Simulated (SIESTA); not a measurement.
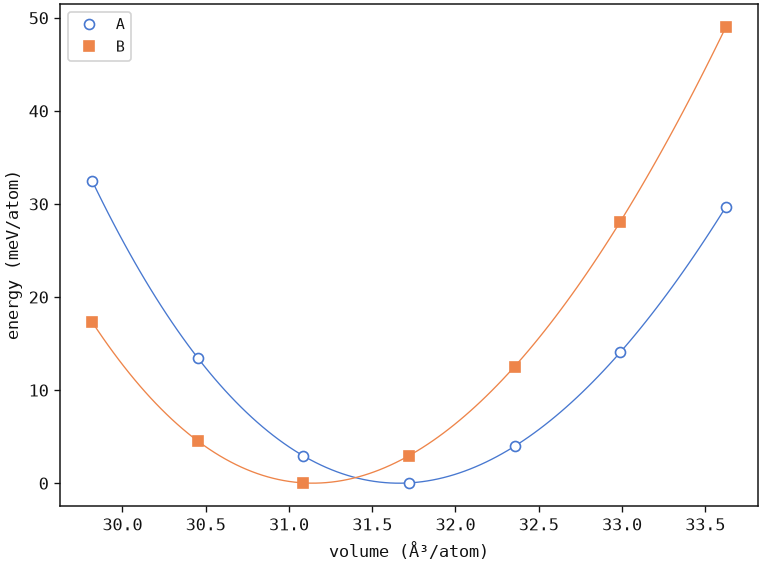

The figure compares two calculations of the energy against volume, each curve from its own zero. The first is for MoS₂, space group P-3m1 (No. 164).

The cell holds 6 atoms.

Method: DFT in numerical atomic orbitals with pseudopotentials, no spin polarisation; energies at scaled volumes of the given cell, shape and fractions fixed, counted from the fit's minimum, third-order Birch-Murnaghan fit (SIESTA 5.4.2). Level: LDA.

- k mesh: 10×10×2
- occupations: Fermi–Dirac
- smearing width: 0.05 eV
- potentials: PseudoDojo 0.4 standard, converted to PSML, two zetas on semicore shells
- program settings: basis DZP, mesh cutoff 800 Ry

In the second, the level changes from LDA to PBEsol.

> Which of A and B is the second calculation, and what did the change do?

A. The equilibrium volume rises from 31.14 to 31.66 Å³/atom (+1.7 %) and the bulk modulus falls from 91.1 to 87.1 GPa (−4.4 %).

For both, limits of the calculation: mulliken charges of long orbitals; shape and atomic fractions are frozen while scaling, which makes layered, chain and framework solids too stiff.

V0 and the bulk modulus come from third-order Birch–Murnaghan fits.
